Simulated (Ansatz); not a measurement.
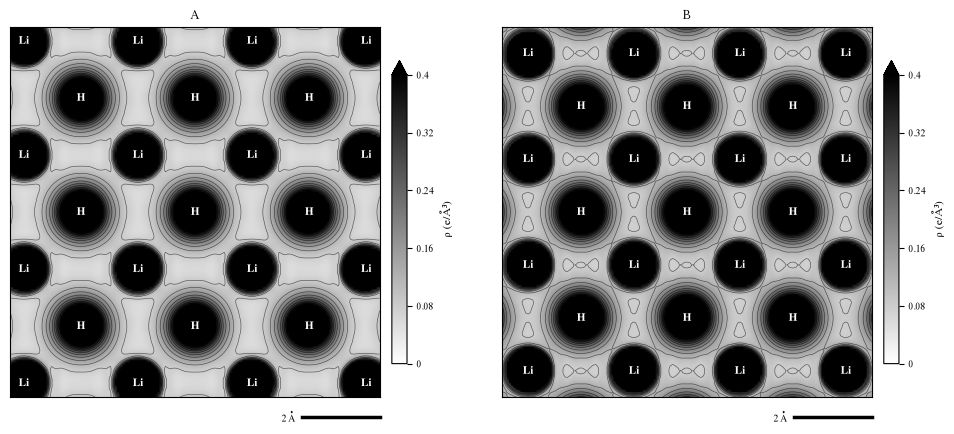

LiH. The valence electron density of two cells that differ in size, on the (110) plane of each (indices in the axes of the calculation cell), at one length scale and on one colour scale; one has 7.1 and the other 8.8 Å³ an atom.

Computed with DFT r2SCAN, scalar-relativistic, plane waves, PAW (Ansatz 0.2.0).

In a PAW calculation such maps are meaningful between the atoms, not at the nuclei.

> Which panel shows the smaller cell, and what does the compression change?

Panel B is the smaller cell, by 20 % in volume. From the larger cell to the smaller, Li–H goes from 2.07 to 1.92 Å, and the density at its midpoint from 0.11 to 0.15 e/Å³, the ELF there from 0.45 to 0.35; the pressure goes from −2.9 to 6 GPa; the Kohn–Sham gap goes from 3.7 eV to 3.5 eV.
